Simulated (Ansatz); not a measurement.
# Energy of Al along an even scaling of the cell

System: Al (Fm-3m, 1 atom in the cell).
Method: DFT, PBEsol, PAW with Ansatz's default frozen-core files, scalar-relativistic; elastic constants from stresses of strained cells, no spin polarisation (Ansatz 0.2.0).

The 7 runs differ only in the geometry, by an even scaling of the cell at fixed fractional positions. The structure derives from an entry of the Crystallography Open Database.

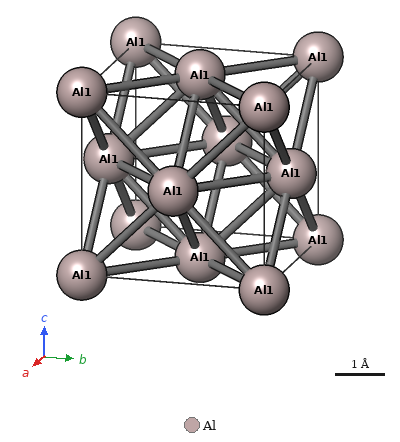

Figure 1. The structure of run 4 (ball-and-stick view of the cell 4 times as large as that of the calculation, set on its symmetry axes, seen slightly off an axis; atoms are numbered from 1 in the order of the input).

### Input of run 4
```yaml
crystal:
  lattice:
    - [0.0, 1.97769709864, 1.97769709864]
    - [1.97769709864, 0.0, 1.97769709864]
    - [1.97769709864, 1.97769709864, 0.0]
  atoms:
    - { symbol: Al, position: [0.0, 0.0, 0.0] }
kpoints:
  mp_grid: { grid: [24, 24, 24] }
scf:
  occupations: { method: fermi_dirac, width: 0.05 }
hamiltonian:
  xc: pbesol
  pseudopotentials: { kind: paw }
elastic:
  mode: relaxed_ion
  stencil: two_point
  amplitude: 0.005
```

Command:
```bash
ansatz run input.yaml --threads 1 --pin off --max-ram 3072MiB --backend cpu --events-out ev --progress --plain --runs-dir out
```

Lattice vectors (Å) and fractional positions of run 4:
```
   0.000000    1.977697    1.977697
   1.977697    0.000000    1.977697
   1.977697    1.977697    0.000000
Al  0.000000  0.000000  0.000000
```

Run 2 differs from it as follows:
```diff
-    - [0.0, 1.97769709864, 1.97769709864]
-    - [1.97769709864, 0.0, 1.97769709864]
-    - [1.97769709864, 1.97769709864, 0.0]
+    - [0.0, 1.94244431995, 1.94244431995]
+    - [1.94244431995, 0.0, 1.94244431995]
+    - [1.94244431995, 1.94244431995, 0.0]
```

### Results, with one run withheld

| run | volume per atom (Å³) | free energy per atom, from the lowest run given (meV) | pressure (GPa) |
| --- | --- | --- | --- |
| 1 | 14.126 | 84.19 | 15.00 |
| 2 | 14.658 | ? | ? |
| 3 | 15.032 | 23.16 | 7.00 |
| 4 | 15.471 | 8.28 | 3.96 |
| 5 | 15.801 | 2.21 | 1.97 |
| 6 | 15.978 | 0.58 | 0.99 |
| 7 | 16.174 | 0.00 | −0.03 |

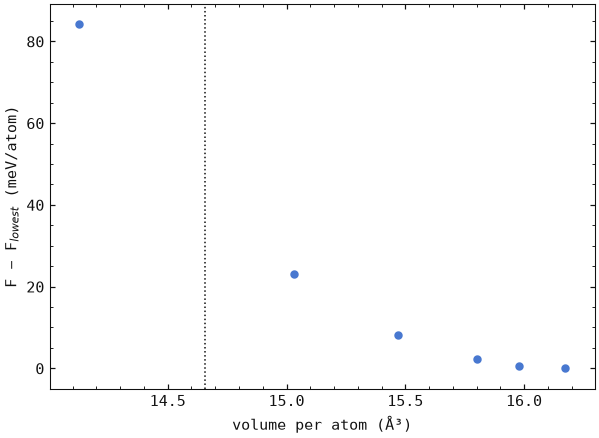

Figure 2. Free energy per atom of the runs given; the dotted line marks run 2.

Fit the runs given and predict run 2.

A cubic polynomial in V^(−2/3) (the Birch–Murnaghan form), fitted to the 6 runs given, misses them by at most 0.01 meV per atom. With x = V^(−2/3) − 0.16153 Å⁻², it reads F = 10.029 + 3920.8 x + 3.8776e+05 x² + 9.1603e+05 x³ (meV per atom). At run 2 it gives 42.91 meV per atom, and the run itself gives 42.95. The slope of the fit gives a pressure −dF/dV of 9.99 GPa there, and the run prints 10.00 GPa. The fit has its minimum at 16.171 Å³ per atom, where V d²F/dV² gives 80.5 GPa: the bulk modulus at this level, since symmetry fixes the shape and the positions.

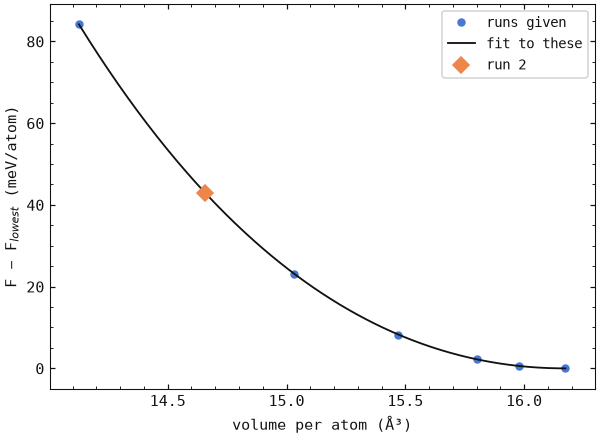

Figure 3. The fit and the withheld run.

### Output, shortened to warnings, some set-up lines, iterations and results (run 2)
```
Basis set: ecut = 420 eV, 283 PW (Γ), exchange–correlation on 40×40×40 points (8 copies of the dense FFT grid, shifted against one another)
Symmetry: 48 space group operations
k-points: 413 of 13824
Initial density: superposition of atomic densities (neutral atoms: chi_scale 0, normalization atom), corrected by the library's trained network
[...]
SCF iter   1: F=—  HF=-524.505702 eV  |F-HF|=—  |Δ(HF+E_count)|=         —  Δρ=1.03e-3  dr2=9.99e-5  ethr=1.77e-3  ⟨swp⟩=5.0  Hψ=21864  notcnv=0
SCF iter   2: F=—  HF=-524.505689 eV  |F-HF|=—  |Δ(HF+E_count)|=   1.31e-5  Δρ=4.97e-4  dr2=2.14e-5  ethr=3.33e-6  ⟨swp⟩=1.4  Hψ=5961  notcnv=0  defer=10
SCF iter   3: F=—  HF=-524.505687 eV  |F-HF|=—  |Δ(HF+E_count)|=   1.78e-6  Δρ=1.86e-5  dr2=1.77e-8  ethr=7.13e-7  ⟨swp⟩=1.0  Hψ=2326  notcnv=0  defer=10
SCF iter   4: F=—  HF=-524.505687 eV  |F-HF|=—  |Δ(HF+E_count)|=   1.21e-7  Δρ=2.91e-6  dr2=5.57e-10  ethr=5.90e-10  ⟨swp⟩=2.2  Hψ=2941  notcnv=0  defer=10
SCF iter   5: F=—  HF=-524.505687 eV  |F-HF|=—  |Δ(HF+E_count)|=  2.37e-10  Δρ=1.15e-7  dr2=6.48e-13  ethr=1.86e-11  ⟨swp⟩=1.0  Hψ=2324  notcnv=0  defer=10
[... 22 lines ...]
SCF iter   2: F=—  HF=-524.505618 eV  |F-HF|=—  |Δ(HF+E_count)|=   6.68e-6  Δρ=5.00e-6  dr2=3.18e-9  ethr=4.83e-10  ⟨swp⟩=2.0  Hψ=13857  notcnv=0  defer=89
SCF iter   3: F=—  HF=-524.505618 eV  |F-HF|=—  |Δ(HF+E_count)|=  8.31e-10  Δρ=1.86e-7  dr2=3.31e-12  ethr=1.06e-10  ⟨swp⟩=1.0  Hψ=11093  notcnv=0  defer=89
SCF iter   4: F=—  HF=-524.505618 eV  |F-HF|=—  |Δ(HF+E_count)|=  4.55e-13  Δρ=6.49e-8  dr2=2.62e-13  ethr=1.00e-12  ⟨swp⟩=4.0  Hψ=26015  notcnv=0
SCF iter   5: F=-524.505618 eV  HF=-524.505618 eV  |F-HF|=1.14e-13  |Δ(HF+E_count)|=  3.41e-13  Δρ=3.16e-9  dr2=9.59e-16  ethr=1.00e-12  ⟨swp⟩=3.0  Hψ=22970  notcnv=0
SCF 5 converged in 5 iterations: F = -524.505618 eV  dr2 = 9.59e-16
SCF converged after 6 iterations
Free energy (F): -524.505687 eV
Harris-Foulkes:  -524.505687 eV  (|F-HF|=1.14e-13)
Internal energy: -524.502837 eV  (E = F + TS)
E sigma→0 (E₀):  -524.504262 eV
Entropy (-TS):   -0.002850 eV (-2.850 meV/atom)
Fermi energy:    9.187655 eV
--- Per-component energies (eV) ---
  E_band       = 13.231388
  E_kinetic    = 24.747806
  E_local      = 11.577282  (includes V_loc(G=0)·N_el)
  E_nonlocal   = 10.645416
  E_hartree    = 0.135996
  E_xc         = -40.216285
  E_vxc        = -30.195655  (∫ρ·V_xc dr)
  E_paw        = -454.938504  (= ΣΔE_a)
  E_vpaw       = -3.815450  (= ΣTr[D̂ρ^β])
  E_aug_tail   = -0.000002  (compensation charges beyond the density's cutoff)
  E_ewald      = -76.473684
  E_core_change = 0.019139  (= ΣΔE_core)
  E_smearing   = -0.002850  (= −TS)
  E_closure    = 0.000000  (closes the sum)
  Σ components = -524.505687   (vs F -524.505687, Δ=0.00e0)
--- Forces (eV/Å), atoms counted from 1 ---
  atom   1  Al    -0.00000000     0.00000000     0.00000000
  max |Σ_I F_I| component: 4.49e-33 eV/Å
--- Stress (GPa, compression-positive) ---
       10.000419       0.000000       0.000000
        0.000000      10.000419       0.000000
        0.000000       0.000000      10.000419
  P = ⅓ Tr σ = 10.0004 GPa (100.004 kbar)
--- Elastic constants: 2 strain directions × 2 members + reference (group order 48) ---
  dense FFT box of the reference and of every strained cell: 20×20×20
  strains applied: 11, 23; error gains: componentwise 1.00 (the most a stress slope's error grows in a printed constant), spectral 1.73 (1 for all six strains in a standard setting)
  C = ∂σ_k/∂η_j (tension-positive GPa; Voigt order 11 22 33 23 13 12):
       193.181     91.410     91.410     -0.000     -0.000      0.000
        91.410    193.181     91.410     -0.000     -0.000     -0.000
        91.410     91.410    193.181     -0.000     -0.000     -0.000
         0.000      0.000      0.000     56.020      0.000     -0.000
        -0.000     -0.000      0.000     -0.000     56.020      0.000
         0.000     -0.000      0.000     -0.000     -0.000     56.020
  reference stress σ⁰ (GPa):    -10.000    -10.000    -10.000     -0.000     -0.000     -0.000
  C* (energy form; C + prestress term) asymmetry max|C*_kj − C*_jk| = 4.263e-14 GPa — a small one proves nothing (zero by symmetry where the batch's group is 432, −43m or m−3m); a large one is finite-difference/SCF noise where every solve meets its electron count
  moduli (Voigt/Reuss/Hill, GPa): K = 125.33/125.33/125.33   G = 53.97/53.85/53.91   E = 141.44   ν = 0.312
  mechanically stable: yes (min eigenvalue of sym C = 56.02 GPa)
[...]
```
